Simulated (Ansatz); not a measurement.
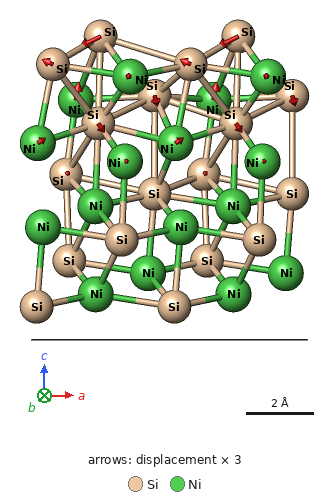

This is a constrained relaxation of a slab of composition Si₉Ni₈ (cut from the Pmmn phase). The starting structure is drawn; red arrows show the displacements, magnified 3 times.

The picture is a ball-and-stick view of the 2 × 1 repeat of the cell, outlined in the plane, without the vacuum (origin shifted), seen along the b axis.

Case: Si put at a hollow Si-Si-Ni site. The slab is the (1 1 1) face of SiNi with Si on it. 8 atoms are held fixed.

The calculation used DFT PBE, scalar-relativistic, plane waves, PAW (Ansatz).

The input:
```yaml
crystal:
  lattice:
    - [4.4666959248, 0.0, 0.0]
    - [2.0898574141, 5.2101446734, 0.0]
    - [0.0, 0.0, 26.4262818016]
  atoms:
    - { symbol: Si, position: [0.5577938508, 0.9451364438, 0.3216494876] }
    - { symbol: Ni, position: [0.9868887496, 0.0966833984, 0.3357896515] }
    - { symbol: Ni, position: [0.366328196, 0.354359989, 0.3598322939] }
    - { symbol: Si, position: [0.7954230948, 0.5059069435, 0.3739724579] }
    - { symbol: Si, position: [0.1755328327, 0.7621509063, 0.3978814282] }
    - { symbol: Ni, position: [0.6046277315, 0.9136978608, 0.4120215923] }
    - { symbol: Ni, position: [0.9840671779, 0.1713744514, 0.4360642347] }
    - { symbol: Si, position: [0.4131620767, 0.322921406, 0.4502043986] }
    - { symbol: Si, position: [0.772051672, 0.5824046676, 0.472250991] }
    - { symbol: Ni, position: [0.1984686822, 0.7307402597, 0.4869927303] }
    - { symbol: Ni, position: [0.5661004323, 0.9977448123, 0.5079316072] }
    - { symbol: Si, position: [0.0050118864, 0.144380914, 0.5302630611] }
    - { symbol: Si, position: [0.414353882, 0.3866447973, 0.5616895332] }
    - { symbol: Ni, position: [0.8429039689, 0.5638487133, 0.5572543336] }
    - { symbol: Ni, position: [0.2383405387, 0.8082156743, 0.5835501806] }
    - { symbol: Si, position: [0.6765023667, 0.9570110249, 0.5976135181] }
    - { symbol: Si, position: [0.0223494343, 0.1938350896, 0.6294000557] }
basis:
  ecutwfc: 420
kpoints:
  mp_grid: { grid: [7, 6, 1] }
hamiltonian:
  xc: pbe
scf:
  occupations: { method: gaussian, width: 0.1 }
output:
  forces: true
  eigenvalues: true
  write_density: true
  write_potential: true
  elf: true
  volumetric_format: npy
relax:
  adjacent_minimum: "off"
  f_tol: 0.03
  max_steps: 70
  constraints: [{ sites: [0, 1, 2, 3, 4, 5, 6, 7] }]
efield:
  axis: 3
  dipole_correction: true
  ramp_width: 0.04
```

Run as
```bash
ansatz run input.yaml --threads 4 --pin off --max-ram 10240MiB --backend cpu --events-out ev --progress --plain --runs-dir out
```

Question: What happened in the run?

Answer: After 4 accepted moves (5 points after the start) the energy has fallen by 0.287 eV per cell of the calculation. The largest force component goes from 1.1 to 0.029 eV/Å. 1 step only repeated the SCF at the same geometry. The atom that moves furthest is Si17 (0.25 Å at 64° to the normal (−c side)). Largest moves by element: Si 0.25 Å, Ni 0.20 Å. The cell doesn't change. Some distances before and after: Ni14–Si17 2.711 → 2.370 Å, Si12–Si16 2.753 → 2.970 Å, Si9–Ni14 2.265 → 2.419 Å, Ni10–Si13 2.678 → 2.560 Å. Bond angles that change, for instance: Si13–Ni14–Si17 71.3° → 82.1°, Ni14–Si17–Si16 96.0° → 105.2°, Si9–Ni14–Si13 100.3° → 92.4°. The run took 8.4 min on 4 threads of Arm Neoverse V1 (shared host), peak memory 2.2 GiB.

Limits of the set-up: the periodic images lie only 4.5 Å apart, so the values are limited by the cell's size; an element that often carries a moment was run without spin polarisation.
